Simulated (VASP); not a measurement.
Run report: MoS₂, geometry relaxation (part 1 of 5)

System: MoS₂ (slab, 9 atoms in the cell).
Method: Kohn-Sham DFT of a periodic cell, PBE with D3(BJ), VASP PAW PBE potentials, recommended, no spin polarisation (VASP 6.6.1).

The structure derives from an entry of the Crystallography Open Database.

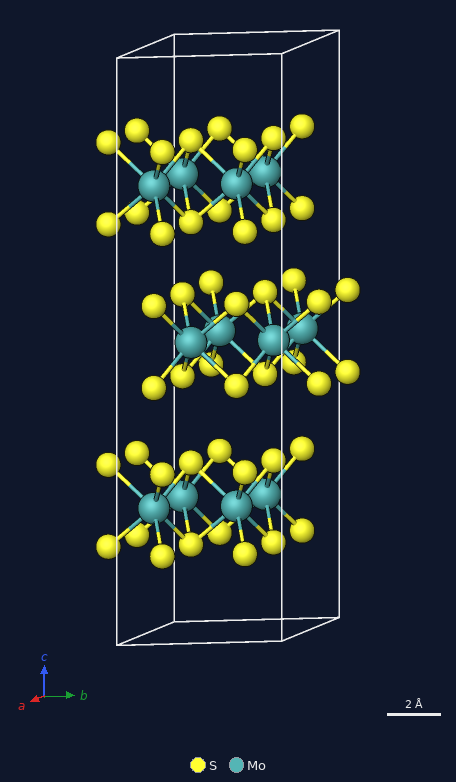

The starting structure (ball-and-stick view of the 2 × 2 repeat of the cell, with the vacuum cut short, seen slightly off an axis; bonded neighbours outside the cell are drawn too).

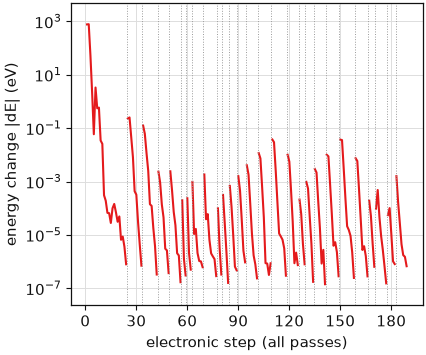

Convergence of the self-consistent field: energy change |dE| against the electronic step. Each stretch between dotted lines is the SCF of one geometry step of a relaxation. The 27 ionic steps take 3 to 24 electronic steps each. The density is held fixed in the first few steps, and dE rises again when its update begins.

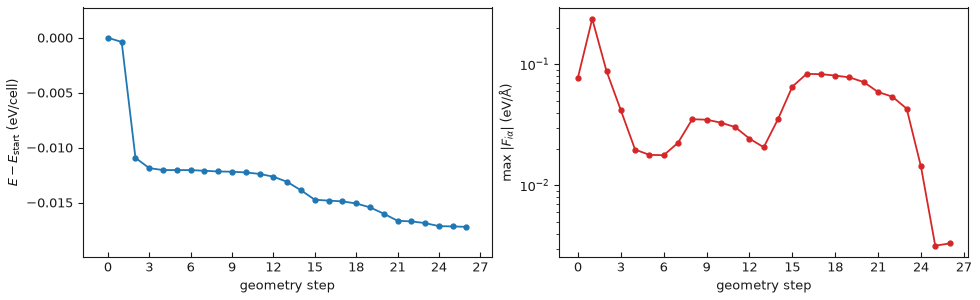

Progress of the relaxation, step by step (steps are counted from 0).

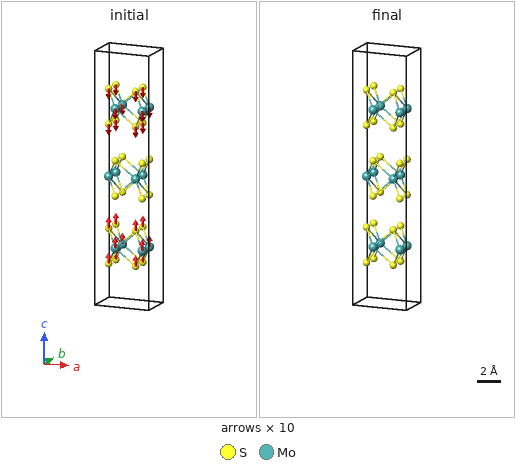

Before (left) and after (right) the relaxation, at one scale (ball-and-stick view of the 2 × 2 repeat of the cell, with the vacuum cut short, seen slightly off an axis). The red arrows give the displacements (without the part carried along by the change of the cell), magnified 10 times. The largest moves relative to the cell, 0.10 Å, are those of S1, S2, S5, S6, Mo7 and Mo9. By element the largest moves are S 0.10 Å, Mo 0.10 Å. In the plane the drawn cell goes a 6.338 → 6.301 Å (−0.6 %), b 6.338 → 6.301 Å (−0.6 %). Distances before and after: S1–Mo7 2.408 → 2.401 Å. The energy falls by 17.2 meV per cell of the calculation in 26 geometry steps. The largest force component goes from 0.078 to 0.0033 eV/Å. (Atoms are counted from 1 in the order of the input.)

The input that produced these results follows, with the program's output.

### INCAR
```
SYSTEM = MoS2
PREC = Accurate
ENCUT = 600
EDIFF = 1E-6
ISMEAR = 0
SIGMA = 0.03
LREAL = .FALSE.
LASPH = .TRUE.
NELM = 80
ALGO = Normal
ISIF = 3
LWAVE = .FALSE.
LCHARG = .FALSE.
GGA = PE
IVDW = 12
IBRION = 2
NSW = 90
EDIFFG = -0.01
LATTICE_CONSTRAINTS = .TRUE. .TRUE. .FALSE.
KPAR = 4
```

### KPOINTS
```
regular mesh
0
G
  12 12 1
  0 0 0
```

### POSCAR
```
MoS2
1.0
    3.1690000000      0.0000000000      0.0000000000
   -1.5845000000      2.7444345000      0.0000000000
    0.0000000000      0.0000000000     33.4542960000
S Mo
6 3
Direct
    0.3333333300      0.6666666700      0.2690237500
    0.3333333300      0.6666666700      0.3625930700
    0.6666666700      0.3333333300      0.4532153400
    0.6666666700      0.3333333300      0.5467846600
    0.3333333300      0.6666666700      0.6374069300
    0.3333333300      0.6666666700      0.7309762500
    0.6666666700      0.3333333300      0.3158084100
    0.3333333300      0.6666666700      0.5000000000
    0.6666666700      0.3333333300      0.6841915900
```

Command:
```bash
cat potpaw_PBE.64/S/POTCAR potpaw_PBE.64/Mo_sv/POTCAR > POTCAR
mpirun -np 4 vasp_std > vasp.out
```

### OSZICAR
```
N       E                     dE             d eps       ncg     rms          rms(c)
DAV:   1     0.770176550750E+03    0.77018E+03   -0.44743E+04  2092   0.166E+03
DAV:   2    -0.144939984842E+02   -0.78467E+03   -0.76505E+03  2164   0.386E+02
DAV:   3    -0.677471147283E+02   -0.53253E+02   -0.52430E+02  2148   0.902E+01
DAV:   4    -0.698649788391E+02   -0.21179E+01   -0.21094E+01  2332   0.167E+01
DAV:   5    -0.699240546575E+02   -0.59076E-01   -0.58995E-01  2356   0.274E+00    0.415E+01
DAV:   6    -0.665986323646E+02    0.33254E+01   -0.35660E+01  1988   0.258E+01    0.164E+01
DAV:   7    -0.660456138595E+02    0.55302E+00   -0.15914E+01  1960   0.170E+01    0.996E+00
DAV:   8    -0.654580308834E+02    0.58758E+00   -0.28205E+00  2210   0.774E+00    0.347E+00
DAV:   9    -0.654924298622E+02   -0.34399E-01   -0.44391E-01  2364   0.237E+00    0.186E+00
DAV:  10    -0.654666887162E+02    0.25741E-01   -0.14315E-01  2180   0.169E+00    0.452E-01
DAV:  11    -0.654663828426E+02    0.30587E-03   -0.83508E-03  2314   0.410E-01    0.228E-01
DAV:  12    -0.654661922439E+02    0.19060E-03   -0.88724E-04  2332   0.127E-01    0.124E-01
DAV:  13    -0.654661252532E+02    0.66991E-04   -0.13092E-04  2256   0.507E-02    0.988E-02
DAV:  14    -0.654660601619E+02    0.65091E-04   -0.15892E-04  2242   0.505E-02    0.492E-02
DAV:  15    -0.654660881814E+02   -0.28019E-04   -0.12684E-04  2154   0.418E-02    0.237E-02
DAV:  16    -0.654661875960E+02   -0.99415E-04   -0.20788E-05  2176   0.168E-02    0.183E-02
DAV:  17    -0.654663319865E+02   -0.14439E-03   -0.19633E-05  2032   0.185E-02    0.179E-02
DAV:  18    -0.654664026700E+02   -0.70684E-04   -0.66663E-06  1974   0.947E-03    0.116E-02
DAV:  19    -0.654664336625E+02   -0.30993E-04   -0.87305E-07  1464   0.385E-03    0.881E-03
DAV:  20    -0.654664827948E+02   -0.49132E-04   -0.33828E-06  1660   0.629E-03    0.163E-03
DAV:  21    -0.654664893521E+02   -0.65572E-05   -0.35150E-07  1344   0.231E-03    0.141E-03
DAV:  22    -0.654664979993E+02   -0.86472E-05   -0.17733E-07  1312   0.154E-03    0.877E-04
DAV:  23    -0.654665016091E+02   -0.36098E-05   -0.18360E-07  1362   0.949E-04    0.703E-04
DAV:  24    -0.654665024045E+02   -0.79543E-06   -0.19226E-08  1248   0.605E-04
   1 F= -.68942383E+02 E0= -.68942383E+02  d E =-.689424E+02
       N       E                     dE             d eps       ncg     rms          rms(c)
DAV:   1    -0.656956741978E+02   -0.22917E+00   -0.98748E+00  1760   0.201E+01    0.717E+00
DAV:   2    -0.654442873815E+02    0.25139E+00   -0.10601E+00  1896   0.608E+00    0.131E+00
DAV:   3    -0.653983358195E+02    0.45952E-01   -0.20769E-01  2206   0.180E+00    0.959E-01
DAV:   4    -0.653901086761E+02    0.82271E-02   -0.41472E-02  2062   0.102E+00    0.430E-01
DAV:   5    -0.653896766835E+02    0.43199E-03   -0.11133E-02  2234   0.525E-01    0.540E-01
DAV:   6    -0.653893550681E+02    0.32162E-03   -0.35484E-03  2058   0.259E-01    0.194E-01
DAV:   7    -0.653893860520E+02   -0.30984E-04   -0.66337E-04  2048   0.138E-01    0.595E-02
DAV:   8    -0.653893815982E+02    0.44537E-05   -0.53346E-05  2412   0.379E-02    0.391E-02
DAV:   9    -0.653893808954E+02    0.70281E-06   -0.86883E-06  2116   0.122E-02
   2 F= -.68942766E+02 E0= -.68942766E+02  d E =-.383416E-03
       N       E                     dE             d eps       ncg     rms          rms(c)
DAV:   1    -0.655140341593E+02   -0.12465E+00   -0.24214E+00  1760   0.100E+01    0.334E+00
DAV:   2    -0.654527076225E+02    0.61327E-01   -0.27836E-01  1896   0.310E+00    0.677E-01
DAV:   3    -0.654411928386E+02    0.11515E-01   -0.64288E-02  2210   0.966E-01    0.537E-01
DAV:   4    -0.654386850941E+02    0.25077E-02   -0.11473E-02  2062   0.532E-01    0.175E-01
DAV:   5    -0.654385439624E+02    0.14113E-03   -0.36033E-03  2260   0.288E-01    0.246E-01
DAV:   6    -0.654384219810E+02    0.12198E-03   -0.76707E-04  2052   0.121E-01    0.986E-02
DAV:   7    -0.654384040535E+02    0.17928E-04   -0.15051E-04  2042   0.620E-02    0.422E-02
DAV:   8    -0.654384002754E+02    0.37781E-05   -0.12531E-05  2202   0.184E-02    0.253E-02
DAV:   9    -0.654383999475E+02    0.32796E-06   -0.17172E-06  1478   0.629E-03
   3 F= -.68953312E+02 E0= -.68953312E+02  d E =-.109290E-01
       N       E                     dE             d eps       ncg     rms          rms(c)
DAV:   1    -0.654360571502E+02    0.23431E-02   -0.95249E-02  1820   0.164E+00    0.286E-01
DAV:   2    -0.654351373610E+02    0.91979E-03   -0.76142E-03  1870   0.476E-01    0.156E-01
DAV:   3    -0.654349985985E+02    0.13876E-03   -0.33891E-04  2070   0.907E-02    0.912E-02
DAV:   4    -0.654349533548E+02    0.45244E-04   -0.15097E-04  1976   0.564E-02    0.649E-02
DAV:   5    -0.654349564054E+02   -0.30506E-05   -0.22740E-05  2260   0.245E-02    0.286E-02
DAV:   6    -0.654349590194E+02   -0.26140E-05   -0.18905E-05  2090   0.179E-02    0.838E-03
DAV:   7    -0.654349593900E+02   -0.37068E-06   -0.32416E-06  1714   0.879E-03
   4 F= -.68954245E+02 E0= -.68954245E+02  d E =-.933421E-03
       N       E                     dE             d eps       ncg     rms          rms(c)
DAV:   1    -0.654325508246E+02    0.24082E-02   -0.49116E-02  1814   0.118E+00    0.206E-01
DAV:   2    -0.654320791896E+02    0.47164E-03   -0.38887E-03  1876   0.340E-01    0.109E-01
DAV:   3    -0.654320068167E+02    0.72373E-04   -0.17352E-04  2084   0.649E-02    0.643E-02
DAV:   4    -0.654319837883E+02    0.23028E-04   -0.76375E-05  1970   0.403E-02    0.462E-02
DAV:   5    -0.654319858428E+02   -0.20545E-05   -0.11581E-05  2194   0.175E-02    0.202E-02
DAV:   6    -0.654319875361E+02   -0.16933E-05   -0.95500E-06  2080   0.129E-02    0.624E-03
DAV:   7    -0.654319877051E+02   -0.16906E-06   -0.15046E-06  1342   0.622E-03
   5 F= -.68954420E+02 E0= -.68954420E+02  d E =-.110783E-02
       N       E                     dE             d eps       ncg     rms          rms(c)
DAV:   1    -0.654321854474E+02   -0.19791E-03   -0.18618E-04  1868   0.725E-02    0.127E-02
DAV:   2    -0.654321841759E+02    0.12715E-05   -0.15246E-05  1886   0.216E-02    0.756E-03
DAV:   3    -0.654321838739E+02    0.30198E-06   -0.60524E-07  1036   0.411E-03
   6 F= -.68954421E+02 E0= -.68954421E+02  d E =-.110972E-02
       N       E                     dE             d eps       ncg     rms          rms(c)
DAV:   1    -0.654324196836E+02   -0.23551E-03   -0.26679E-04  1844   0.860E-02    0.143E-02
DAV:   2    -0.654324175713E+02    0.21123E-05   -0.21685E-05  1878   0.255E-02    0.932E-03
DAV:   3    -0.654324170719E+02    0.49937E-06   -0.81492E-07  1096   0.482E-03
   7 F= -.68954421E+02 E0= -.68954421E+02  d E =-.110946E-02
       N       E                     dE             d eps       ncg     rms          rms(c)
DAV:   1    -0.654333829175E+02   -0.96535E-03   -0.16167E-02  1760   0.757E-01    0.105E-01
DAV:   2    -0.654333721636E+02    0.10754E-04   -0.86643E-04  1860   0.167E-01    0.300E-02
DAV:   3    -0.654333553847E+02    0.16779E-04   -0.70937E-05  2156   0.465E-02    0.169E-02
DAV:   4    -0.654333533071E+02    0.20776E-05   -0.20801E-05  2016   0.218E-02    0.796E-03
DAV:   5    -0.654333522553E+02    0.10517E-05   -0.11829E-06  1356   0.718E-03    0.592E-03
DAV:   6    -0.654333512411E+02    0.10143E-05   -0.77200E-07  1044   0.399E-03    0.327E-03
DAV:   7    -0.654333506230E+02    0.61814E-06   -0.16255E-07   982   0.203E-03
   8 F= -.68954486E+02 E0= -.68954486E+02  d E =-.645963E-04
       N       E                     dE             d eps       ncg     rms          rms(c)
DAV:   1    -0.654351842374E+02   -0.18330E-02   -0.59437E-02  1754   0.145E+00    0.205E-01
DAV:   2    -0.654351456546E+02    0.38583E-04   -0.31770E-03  1838   0.319E-01    0.579E-02
DAV:   3    -0.654350854133E+02    0.60241E-04   -0.26871E-04  2180   0.897E-02    0.334E-02
DAV:   4    -0.654350788967E+02    0.65165E-05   -0.77375E-05  2026   0.423E-02    0.138E-02
DAV:   5    -0.654350768674E+02    0.20294E-05   -0.53735E-06  1918   0.141E-02    0.103E-02
DAV:   6    -0.654350752982E+02    0.15692E-05   -0.23843E-06  1532   0.780E-03    0.644E-03
DAV:   7    -0.654350740607E+02    0.12375E-05   -0.69194E-07  1124   0.388E-03    0.286E-03
DAV:   8    -0.654350737746E+02    0.28606E-06   -0.17320E-07   988   0.273E-03
   9 F= -.68954548E+02 E0= -.68954548E+02  d E =-.126741E-03
       N       E                     dE             d eps       ncg     rms          rms(c)
DAV:   1    -0.654349751191E+02    0.98942E-04   -0.84143E-04  1772   0.159E-01    0.100E-02
DAV:   2    -0.654349782909E+02   -0.31718E-05   -0.35903E-05  1980   0.305E-02    0.633E-03
DAV:   3    -0.654349779640E+02    0.32699E-06   -0.99227E-07  1160   0.666E-03
  10 F= -.68954571E+02 E0= -.68954571E+02  d E =-.225990E-04
       N       E                     dE             d eps       ncg     rms          rms(c)
DAV:   1    -0.654346644638E+02    0.31383E-03   -0.75204E-03  1754   0.475E-01    0.290E-02
DAV:   2    -0.654346923984E+02   -0.27935E-04   -0.32231E-04  1998   0.913E-02    0.193E-02
DAV:   3    -0.654346900754E+02    0.23229E-05   -0.12442E-05  2064   0.204E-02    0.102E-02
DAV:   4    -0.654346899168E+02    0.15861E-06   -0.27393E-06  1590   0.668E-03
  11 F= -.68954638E+02 E0= -.68954638E+02  d E =-.898390E-04
       N       E                     dE             d eps       ncg     rms          rms(c)
DAV:   1    -0.654340071290E+02    0.68295E-03   -0.30256E-02  1748   0.951E-01    0.580E-02
DAV:   2    -0.654341214959E+02   -0.11437E-03   -0.12996E-03  2004   0.183E-01    0.385E-02
DAV:   3    -0.654341117508E+02    0.97452E-05   -0.45105E-05  2080   0.399E-02    0.207E-02
DAV:   4    -0.654341111039E+02    0.64689E-06   -0.12274E-05  2002   0.139E-02    0.120E-02
DAV:   5    -0.654341115748E+02   -0.47093E-06   -0.16826E-06  1150   0.797E-03
  12 F= -.68954770E+02 E0= -.68954770E+02  d E =-.222334E-03
       N       E                     dE             d eps       ncg     rms          rms(c)
DAV:   1    -0.654325286815E+02    0.15824E-02   -0.12068E-01  1748   0.190E+00    0.119E-01
DAV:   2    -0.654329827938E+02   -0.45411E-03   -0.51923E-03  2012   0.365E-01    0.746E-02
DAV:   3    -0.654329446695E+02    0.38124E-04   -0.19525E-04  2104   0.817E-02    0.389E-02
DAV:   4    -0.654329421209E+02    0.25486E-05   -0.47074E-05  2092   0.271E-02    0.221E-02
DAV:   5    -0.654329430565E+02   -0.93560E-06   -0.61791E-06  1938   0.146E-02
  13 F= -.68955025E+02 E0= -.68955025E+02  d E =-.476687E-03
       N       E                     dE             d eps       ncg     rms          rms(c)
DAV:   1    -0.654289022819E+02    0.40398E-02   -0.48265E-01  1748   0.380E+00    0.239E-01
DAV:   2    -0.654307216679E+02   -0.18194E-02   -0.20780E-02  2006   0.731E-01    0.149E-01
DAV:   3    -0.654305695267E+02    0.15214E-03   -0.78181E-04  2100   0.163E-01    0.783E-02
DAV:   4    -0.654305581525E+02    0.11374E-04   -0.18023E-04  2084   0.537E-02    0.439E-02
DAV:   5    -0.654305598621E+02   -0.17096E-05   -0.23642E-05  1994   0.275E-02    0.338E-02
DAV:   6    -0.654305606535E+02   -0.79139E-06   -0.10925E-05  2248   0.175E-02    0.189E-02
DAV:   7    -0.654305608887E+02   -0.23520E-06   -0.38592E-06  1906   0.891E-03
  14 F= -.68955492E+02 E0= -.68955492E+02  d E =-.944432E-03
       N       E                     dE             d eps       ncg     rms          rms(c)
DAV:   1    -0.654189472353E+02    0.11613E-01   -0.19296E+00  1748   0.759E+00    0.492E-01
DAV:   2    -0.654262785792E+02   -0.73313E-02   -0.83967E-02  2006   0.147E+00    0.300E-01
DAV:   3    -0.654256554150E+02    0.62316E-03   -0.33016E-03  2116   0.330E-01    0.155E-01
DAV:   4    -0.654256096727E+02    0.45742E-04   -0.71654E-04  2066   0.107E-01    0.857E-02
DAV:   5    -0.654256105475E+02   -0.87474E-06   -0.93371E-05  2022   0.539E-02    0.660E-02
DAV:   6    -0.654256113911E+02   -0.84357E-06   -0.40323E-05  2216   0.329E-02    0.380E-02
DAV:   7    -0.654256110753E+02    0.31572E-06   -0.13867E-05  2268   0.179E-02    0.181E-02
DAV:   8    -0.654256119376E+02   -0.86229E-06   -0.38403E-06  1894   0.787E-03
  15 F= -.68956260E+02 E0= -.68956260E+02  d E =-.171170E-02
       N       E                     dE             d eps       ncg     rms          rms(c)
DAV:   1    -0.653880625260E+02    0.37549E-01   -0.77150E+00  1748   0.152E+01    0.101E+00
DAV:   2    -0.654176781887E+02   -0.29616E-01   -0.33850E-01  2014   0.294E+00    0.600E-01
DAV:   3    -0.654151418134E+02    0.25364E-02   -0.13305E-02  2124   0.654E-01    0.314E-01
DAV:   4    -0.654149751813E+02    0.16663E-03   -0.27966E-03  2036   0.213E-01    0.167E-01
DAV:   5    -0.654149638699E+02    0.11311E-04   -0.36426E-04  2140   0.102E-01    0.130E-01
DAV:   6    -0.654149725978E+02   -0.87279E-05   -0.12163E-04  2196   0.587E-02    0.805E-02
DAV:   7    -0.654149659802E+02    0.66176E-05   -0.52269E-05  2460   0.379E-02    0.461E-02
DAV:   8    -0.654149691227E+02   -0.31425E-05   -0.16577E-05  1940   0.175E-02    0.197E-02
DAV:   9    -0.654149694190E+02   -0.29633E-06   -0.30795E-06  1720   0.823E-03
  16 F= -.68957118E+02 E0= -.68957118E+02  d E =-.256959E-02
       N       E                     dE             d eps       ncg     rms          rms(c)
DAV:   1    -0.654049548198E+02    0.10014E-01   -0.14644E+00  1748   0.662E+00    0.433E-01
DAV:   2    -0.654105335832E+02   -0.55788E-02   -0.63930E-02  2014   0.128E+00    0.256E-01
DAV:   3    -0.654100458667E+02    0.48772E-03   -0.25737E-03  2128   0.291E-01    0.132E-01
DAV:   4    -0.654100150098E+02    0.30857E-04   -0.53881E-04  2048   0.929E-02    0.734E-02
DAV:   5    -0.654100141418E+02    0.86797E-06   -0.66815E-05  2060   0.451E-02    0.552E-02
DAV:   6    -0.654100163055E+02   -0.21637E-05   -0.28006E-05  2200   0.276E-02    0.336E-02
DAV:   7    -0.654100155662E+02    0.73922E-06   -0.90904E-06  2042   0.157E-02
  17 F= -.68957202E+02 E0= -.68957202E+02  d E =-.265373E-02
       N       E                     dE             d eps       ncg     rms          rms(c)
DAV:   1    -0.654098061489E+02    0.21016E-03   -0.16469E-02  1760   0.707E-01    0.419E-02
DAV:   2    -0.654098661336E+02   -0.59985E-04   -0.70200E-04  1992   0.136E-01    0.339E-02
DAV:   3    -0.654098614577E+02    0.46759E-05   -0.25061E-05  2026   0.289E-02    0.168E-02
DAV:   4    -0.654098606648E+02    0.79296E-06   -0.74788E-06  1960   0.113E-02
  18 F= -.68957269E+02 E0= -.68957269E+02  d E =-.668774E-04
       N       E                     dE             d eps       ncg     rms          rms(c)
DAV:   1    -0.654088901261E+02    0.97133E-03   -0.14871E-01  1748   0.212E+00    0.127E-01
DAV:   2    -0.654094387122E+02   -0.54859E-03   -0.63757E-03  1988   0.410E-01    0.836E-02
DAV:   3    -0.654093906815E+02    0.48031E-04   -0.22382E-04  2068   0.888E-02    0.439E-02
DAV:   4    -0.654093860280E+02    0.46535E-05   -0.58160E-05  2106   0.302E-02    0.245E-02
DAV:   5    -0.654093858536E+02    0.17439E-06   -0.74447E-06  2004   0.156E-02
  19 F= -.68957460E+02 E0= -.68957460E+02  d E =-.258270E-03
       N       E                     dE             d eps       ncg     rms          rms(c)
DAV:   1    -0.654064323771E+02    0.29537E-02   -0.59349E-01  1748   0.425E+00    0.254E-01
DAV:   2    -0.654086020537E+02   -0.21697E-02   -0.25362E-02  1974   0.819E-01    0.164E-01
DAV:   3    -0.654084193247E+02    0.18273E-03   -0.90639E-04  2068   0.178E-01    0.856E-02
DAV:   4    -0.654084014719E+02    0.17853E-04   -0.22729E-04  2100   0.595E-02    0.477E-02
DAV:   5    -0.654084023137E+02   -0.84178E-06   -0.30034E-05  2038   0.315E-02    0.392E-02
DAV:   6    -0.654083995595E+02    0.27542E-05   -0.14002E-05  2356   0.197E-02    0.226E-02
DAV:   7    -0.654083994174E+02    0.14215E-06   -0.58844E-06  1972   0.104E-02
  20 F= -.68957810E+02 E0= -.68957810E+02  d E =-.608145E-03
       N       E                     dE             d eps       ncg     rms          rms(c)
```
